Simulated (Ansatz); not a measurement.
# Tungsten, bcc under LDA: testing the plane-wave cutoff

Aim: find which plane-wave cutoff is enough for energy and pressure. The geometry was relaxed under LDA beforehand and stays fixed; 9 values are run, from 150 to 800 eV. Wanted are the values from which on the energy stays within 10 and 1 meV/atom, and the pressure within 0.5 GPa, of the last run. Within the series other settings stay, but some runs also write fields, which adds to their time. Spin polarisation is left out.

Computed with Ansatz 0.2.0 (DFT LDA, plane waves with PAW, scalar-relativistic, unless a step says otherwise).

**1. The system as given**

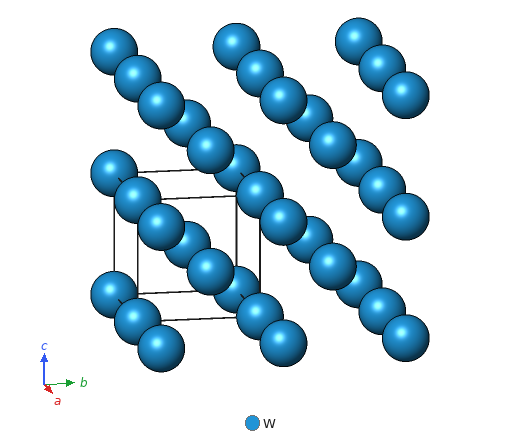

The structure, seen slightly off an axis (tungsten blue). 2×2×2 conventional cells are drawn; the run uses a primitive one. Any atoms on the faces are drawn again on the opposite ones.

Coordinates:

```
CELL_PARAMETERS angstrom
-1.56769 1.56769 1.56769
1.56769 -1.56769 1.56769
1.56769 1.56769 -1.56769
ATOMIC_POSITIONS crystal
W 0.00000 0.00000 0.00000
```

**2. A run at the usual settings, for scale**

Input file input.yaml:

```yaml
crystal:
  lattice:
    - [-1.567686725, 1.567686725, 1.567686725]
    - [1.567686725, -1.567686725, 1.567686725]
    - [1.567686725, 1.567686725, -1.567686725]
  atoms:
    - { symbol: W, position: [0.0, 0.0, 0.0] }
hamiltonian:
  xc: lda
  pseudopotentials:
    kind: paw
    azcp:
      W: "pseudopotentials/W.paw.azcp"
basis:
  ecutwfc: 420
  fft_grid_basis: typed
kpoints:
  mp_grid: { grid: [23, 23, 23], shift: [0, 0, 0] }
magnetization:
  spin_polarized: false
scf:
  occupations: { method: fermi_dirac, width: 0.1 }
  lower_state_search: "off"
output:
  stress: true
  write_density: true
  write_potential: true
  elf: true
  volumetric_format: npy
```

The run is started by

```bash
ansatz run input.yaml --threads 2 --pin off --max-ram 5120MiB --backend cpu --events-out ev --progress --plain --runs-dir out
```

The program printed, shortened:

```text
Warning: <dir> the record states the generating functional pbe (its physics header spells it `PBE`), which answers neither for hamiltonian.xc's functional nor for the lda family's — results may be inconsistent (PPs are generated against a specific XC)
Warning: RAYON_NUM_THREADS=2 ignored (pool sized by the plan → 2); use --threads N
[...]
Pseudopotentials: kind: paw
Pseudopotential: W, paw, valence charge 14, recommended cutoff 420 eV (normal), <dir>
Functional definition: SPW92
[...]
Crystal: 1 atoms, lattice volume = 15.411 Å³
Basis set: ecut = 420 eV, 321 PW (Γ)
Bands: 11, of which v1, the nominal top of the filled ones, is band 7 counted from 1 (6 counted from 0)
Symmetry: 48 space group operations
Space group: Im-3m (ITA 229), of the structure as read, at distance tolerance 2.5e-5 Å
k-points: 364 of 12167
[...]
SCF iter   1: F=—  HF=-10129.856686 eV  |F-HF|=—  |Δ(HF+E_count)|=         —  Δρ=4.94e-3  dr2=2.57e-3  ethr=1.77e-3  ⟨swp⟩=5.0  Hψ=21054  notcnv=0
[...]
SCF iter   6: F=-10129.855605 eV  HF=-10129.855605 eV  |F-HF|=0.00e0  |Δ(HF+E_count)|=  4.27e-10  Δρ=1.74e-7  dr2=1.43e-12  ethr=7.93e-12  ⟨swp⟩=4.8  Hψ=19781  notcnv=0
[...]
SCF converged after 6 iterations
Free energy (F): -10129.855605 eV
[...]
E sigma→0 (E₀):  -10129.848319 eV
Entropy (-TS):   -0.014571 eV (-14.571 meV/atom)
Fermi energy:    22.995588 eV
[...]
--- Stress (GPa, compression-positive) ---
       -0.051668       0.000000       0.000000
        0.000000      -0.051668      -0.000000
       -0.000000       0.000000      -0.051668
  P = ⅓ Tr σ = -0.0517 GPa (-0.517 kbar)
--- Band table (eV; the first three rows and the last of 364) ---
  k-point 0: bands = ["-51.0758", "-14.6112", "-14.6112", "-14.6112", "13.2486", "21.6789", "21.6789", "21.6789", "25.2376", "25.2376", "37.6658"]
[...]
```

Wall time 1.9 s (2 threads of Arm Neoverse V2, shared host); peak memory 0.33 GiB.

**3. Run at 150 eV**

The run at 150 eV.

input.yaml, as its differences from that of step 2:

```diff
@@ -14,6 +14,6 @@
 basis:
-  ecutwfc: 420
+  ecutwfc: 150
   fft_grid_basis: typed
 kpoints:
-  mp_grid: { grid: [23, 23, 23], shift: [0, 0, 0] }
+  mp_grid: { grid: [14, 14, 14], shift: [0, 0, 0] }
 magnetization:
```

The run is started by

```bash
ansatz run input.yaml --threads 2 --pin off --max-ram 5120MiB --backend cpu --events-out ev --progress --plain --runs-dir out
```

The program printed, shortened:

```text
Warning: basis.ecutwfc = 150 eV is below the records' recommended 420 eV, and the density's cutoff is lower with it unless basis.ecutrho_ratio is high enough to keep the records' density cutoff: compare with a run at a higher cutoff
Warning: <dir> the record states the generating functional pbe (its physics header spells it `PBE`), which answers neither for hamiltonian.xc's functional nor for the lda family's — results may be inconsistent (PPs are generated against a specific XC)
Warning: RAYON_NUM_THREADS=2 ignored (pool sized by the plan → 2); use --threads N
[...]
Pseudopotentials: kind: paw
Pseudopotential: W, paw, valence charge 14, recommended cutoff 420 eV (normal), <dir>
Functional definition: SPW92
[...]
Crystal: 1 atoms, lattice volume = 15.411 Å³
Basis set: ecut = 150 eV, 55 PW (Γ)
Bands: 11, of which v1, the nominal top of the filled ones, is band 7 counted from 1 (6 counted from 0)
Symmetry: 48 space group operations
Space group: Im-3m (ITA 229), of the structure as read, at distance tolerance 2.5e-5 Å
k-points: 104 of 2744
[...]
SCF iter   1: F=—  HF=-10112.704712 eV  |F-HF|=—  |Δ(HF+E_count)|=         —  Δρ=2.07e-1  dr2=3.55e0  ethr=1.77e-3  ⟨swp⟩=4.0  Hψ=5754  notcnv=0
[...]
SCF iter   6: F=-10110.545047 eV  HF=-10110.545047 eV  |F-HF|=4.55e-11  |Δ(HF+E_count)|=   9.52e-8  Δρ=1.08e-6  dr2=3.82e-11  ethr=7.14e-10  ⟨swp⟩=7.4  Hψ=5909  notcnv=0
[...]
SCF converged after 6 iterations
Free energy (F): -10110.545047 eV
[...]
E sigma→0 (E₀):  -10110.535815 eV
Entropy (-TS):   -0.018463 eV (-18.463 meV/atom)
Fermi energy:    23.797212 eV
[...]
--- Stress (GPa, compression-positive) ---
      -46.403487      -0.000000      -0.000000
       -0.000000     -46.403487       0.000000
        0.000000      -0.000000     -46.403487
  P = ⅓ Tr σ = -46.4035 GPa (-464.035 kbar)
--- Band table (eV; the first three rows and the last of 104) ---
  k-point 0: bands = ["-55.2463", "-14.3595", "-14.3595", "-14.3595", "13.3431", "22.3395", "22.3395", "22.3395", "27.5629", "27.5629", "38.1798"]
[...]
```

Wall time 0.47 s (2 threads of Arm Neoverse V2, shared host); peak memory 0.24 GiB.

**4. Run at 200 eV**

The run at 200 eV.

input.yaml, as its differences from that of step 3:

```diff
@@ -14,3 +14,3 @@
 basis:
-  ecutwfc: 150
+  ecutwfc: 200
   fft_grid_basis: typed
```

The run is started by

```bash
ansatz run input.yaml --threads 2 --pin off --max-ram 5120MiB --backend cpu --events-out ev --progress --plain --runs-dir out
```

The program printed, shortened:

```text
Warning: basis.ecutwfc = 200 eV is below the records' recommended 420 eV, and the density's cutoff is lower with it unless basis.ecutrho_ratio is high enough to keep the records' density cutoff: compare with a run at a higher cutoff
Warning: <dir> the record states the generating functional pbe (its physics header spells it `PBE`), which answers neither for hamiltonian.xc's functional nor for the lda family's — results may be inconsistent (PPs are generated against a specific XC)
Warning: RAYON_NUM_THREADS=2 ignored (pool sized by the plan → 2); use --threads N
[...]
Pseudopotentials: kind: paw
Pseudopotential: W, paw, valence charge 14, recommended cutoff 420 eV (normal), <dir>
Functional definition: SPW92
[...]
Crystal: 1 atoms, lattice volume = 15.411 Å³
Basis set: ecut = 200 eV, 87 PW (Γ)
Bands: 11, of which v1, the nominal top of the filled ones, is band 7 counted from 1 (6 counted from 0)
Symmetry: 48 space group operations
Space group: Im-3m (ITA 229), of the structure as read, at distance tolerance 2.5e-5 Å
k-points: 104 of 2744
[...]
SCF iter   1: F=—  HF=-10126.198600 eV  |F-HF|=—  |Δ(HF+E_count)|=         —  Δρ=7.42e-2  dr2=3.40e-1  ethr=1.77e-3  ⟨swp⟩=4.6  Hψ=6020  notcnv=0
[...]
SCF iter   6: F=-10126.008749 eV  HF=-10126.008749 eV  |F-HF|=7.28e-12  |Δ(HF+E_count)|=   3.54e-9  Δρ=7.96e-7  dr2=4.75e-11  ethr=1.61e-11  ⟨swp⟩=4.2  Hψ=5253  notcnv=0
[...]
SCF converged after 6 iterations
Free energy (F): -10126.008749 eV
[...]
E sigma→0 (E₀):  -10125.998914 eV
Entropy (-TS):   -0.019670 eV (-19.670 meV/atom)
Fermi energy:    23.206007 eV
[...]
--- Stress (GPa, compression-positive) ---
        0.916500       0.000000      -0.000000
       -0.000000       0.916500      -0.000000
       -0.000000      -0.000000       0.916500
  P = ⅓ Tr σ = 0.9165 GPa (9.165 kbar)
--- Band table (eV; the first three rows and the last of 104) ---
  k-point 0: bands = ["-52.1987", "-14.7463", "-14.7463", "-14.7463", "13.2935", "22.0184", "22.0184", "22.0184", "25.4227", "25.4227", "37.7857"]
[...]
```

Wall time 0.51 s (2 threads of Arm Neoverse V2, shared host); peak memory 0.25 GiB.

**5. Run at 250 eV**

The run at 250 eV.

input.yaml, as its differences from that of step 4:

```diff
@@ -14,3 +14,3 @@
 basis:
-  ecutwfc: 200
+  ecutwfc: 250
   fft_grid_basis: typed
```

The run is started by

```bash
ansatz run input.yaml --threads 2 --pin off --max-ram 5120MiB --backend cpu --events-out ev --progress --plain --runs-dir out
```

The program printed, shortened:

```text
Warning: basis.ecutwfc = 250 eV is below the records' recommended 420 eV, and the density's cutoff is lower with it unless basis.ecutrho_ratio is high enough to keep the records' density cutoff: compare with a run at a higher cutoff
Warning: <dir> the record states the generating functional pbe (its physics header spells it `PBE`), which answers neither for hamiltonian.xc's functional nor for the lda family's — results may be inconsistent (PPs are generated against a specific XC)
Warning: RAYON_NUM_THREADS=2 ignored (pool sized by the plan → 2); use --threads N
[...]
Pseudopotentials: kind: paw
Pseudopotential: W, paw, valence charge 14, recommended cutoff 420 eV (normal), <dir>
Functional definition: SPW92
[...]
Crystal: 1 atoms, lattice volume = 15.411 Å³
Basis set: ecut = 250 eV, 141 PW (Γ)
Bands: 11, of which v1, the nominal top of the filled ones, is band 7 counted from 1 (6 counted from 0)
Symmetry: 48 space group operations
Space group: Im-3m (ITA 229), of the structure as read, at distance tolerance 2.5e-5 Å
k-points: 104 of 2744
[...]
SCF iter   1: F=—  HF=-10129.329925 eV  |F-HF|=—  |Δ(HF+E_count)|=         —  Δρ=2.03e-2  dr2=1.83e-2  ethr=1.77e-3  ⟨swp⟩=5.0  Hψ=6099  notcnv=0
[...]
SCF iter   6: F=-10129.319855 eV  HF=-10129.319855 eV  |F-HF|=0.00e0  |Δ(HF+E_count)|=  5.46e-11  Δρ=3.94e-7  dr2=7.43e-12  ethr=2.51e-11  ⟨swp⟩=4.3  Hψ=5350  notcnv=0
[...]
SCF converged after 6 iterations
Free energy (F): -10129.319855 eV
[...]
E sigma→0 (E₀):  -10129.309453 eV
Entropy (-TS):   -0.020804 eV (-20.804 meV/atom)
Fermi energy:    23.125764 eV
[...]
--- Stress (GPa, compression-positive) ---
        0.890252       0.000000      -0.000000
        0.000000       0.890252       0.000000
       -0.000000       0.000000       0.890252
  P = ⅓ Tr σ = 0.8903 GPa (8.903 kbar)
--- Band table (eV; the first three rows and the last of 104) ---
  k-point 0: bands = ["-51.2979", "-14.7120", "-14.7120", "-14.7120", "13.2572", "21.6801", "21.6801", "21.6801", "25.2582", "25.2582", "37.6854"]
[...]
```

It took 0.54 s on 2 threads of Arm Neoverse V2, shared host; peak memory 0.25 GiB.

**6. Run at 300 eV**

The run at 300 eV.

input.yaml, as its differences from that of step 5:

```diff
@@ -14,3 +14,3 @@
 basis:
-  ecutwfc: 250
+  ecutwfc: 300
   fft_grid_basis: typed
@@ -25,5 +25 @@
   stress: true
-  write_density: true
-  write_potential: true
-  elf: true
-  volumetric_format: npy
```

The run is started by

```bash
ansatz run input.yaml --threads 2 --pin off --max-ram 5120MiB --backend cpu --events-out ev --progress --plain --runs-dir out
```

The program printed, shortened:

```text
Warning: basis.ecutwfc = 300 eV is below the records' recommended 420 eV, and the density's cutoff is lower with it unless basis.ecutrho_ratio is high enough to keep the records' density cutoff: compare with a run at a higher cutoff
Warning: <dir> the record states the generating functional pbe (its physics header spells it `PBE`), which answers neither for hamiltonian.xc's functional nor for the lda family's — results may be inconsistent (PPs are generated against a specific XC)
Warning: RAYON_NUM_THREADS=2 ignored (pool sized by the plan → 2); use --threads N
[...]
Pseudopotentials: kind: paw
Pseudopotential: W, paw, valence charge 14, recommended cutoff 420 eV (normal), <dir>
Functional definition: SPW92
[...]
Crystal: 1 atoms, lattice volume = 15.411 Å³
Basis set: ecut = 300 eV, 177 PW (Γ)
Bands: 11, of which v1, the nominal top of the filled ones, is band 7 counted from 1 (6 counted from 0)
Symmetry: 48 space group operations
Space group: Im-3m (ITA 229), of the structure as read, at distance tolerance 2.5e-5 Å
k-points: 104 of 2744
[...]
SCF iter   1: F=—  HF=-10129.802274 eV  |F-HF|=—  |Δ(HF+E_count)|=         —  Δρ=5.60e-3  dr2=2.57e-3  ethr=1.77e-3  ⟨swp⟩=5.0  Hψ=6083  notcnv=0
[...]
SCF iter   6: F=-10129.800923 eV  HF=-10129.800923 eV  |F-HF|=1.80e-9  |Δ(HF+E_count)|=   1.10e-8  Δρ=3.92e-6  dr2=2.07e-9  ethr=1.73e-10  ⟨swp⟩=1.8  Hψ=3667  notcnv=0
[...]
SCF converged after 6 iterations
Free energy (F): -10129.800923 eV
[...]
E sigma→0 (E₀):  -10129.790637 eV
Entropy (-TS):   -0.020573 eV (-20.573 meV/atom)
Fermi energy:    23.093881 eV
[...]
--- Stress (GPa, compression-positive) ---
        0.210921       0.000000       0.000000
       -0.000000       0.210921      -0.000000
       -0.000000       0.000000       0.210921
  P = ⅓ Tr σ = 0.2109 GPa (2.109 kbar)
```

Run time: 0.48 s. Hardware: 2 threads of Arm Neoverse V2, shared host; peak memory 0.25 GiB.

(Part 1 of 2 ends here.)
